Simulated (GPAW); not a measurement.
System GaN (space group Fm-3m, No. 225); source of the atomic positions: a cell listed in the Materials Project, as set up for an electronic-structure calculation.

```cif
data_structure
_symmetry_space_group_name_H-M 'Fm-3m'
_symmetry_Int_Tables_number 225
_cell_length_a 4.2705
_cell_length_b 4.2705
_cell_length_c 4.2705
_cell_angle_alpha 90.000
_cell_angle_beta 90.000
_cell_angle_gamma 90.000
_cell_volume 77.88
loop_
_atom_site_label
_atom_site_type_symbol
_atom_site_symmetry_multiplicity
_atom_site_Wyckoff_symbol
_atom_site_fract_x
_atom_site_fract_y
_atom_site_fract_z
_atom_site_occupancy
Ga1 Ga 4 a 0.00000 0.00000 0.00000 1
N1 N 4 b 0.50000 0.00000 0.00000 1
```

Describe how the polyhedra about Ga are linked (bonds: Ga–N below 2.4 Å).

Ga: GaN6 octahedron, sharing corners with six neighbours and edges with twelve neighbours.

They form a three-dimensional framework of corner- and edge-sharing octahedra.

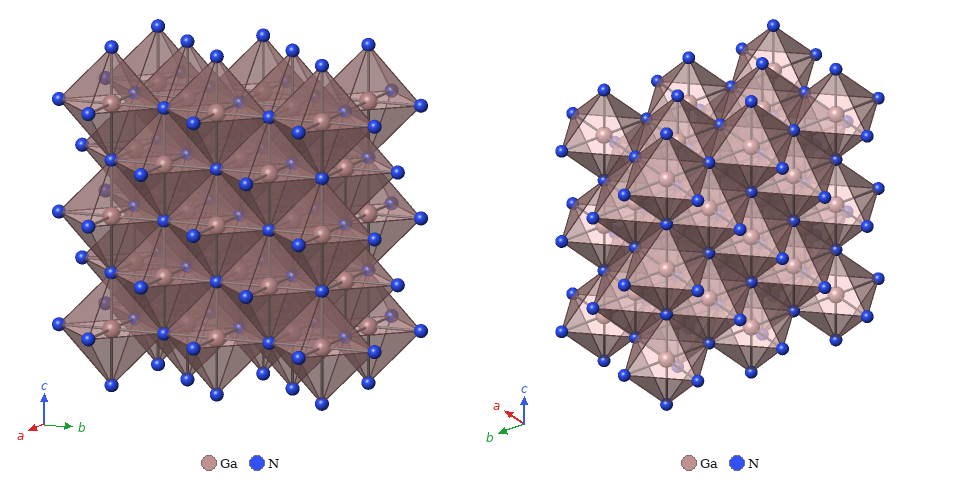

Polyhedra are drawn about Ga (bonds: Ga–N below 2.4 Å); other atoms are plain spheres. Two views of the same piece.
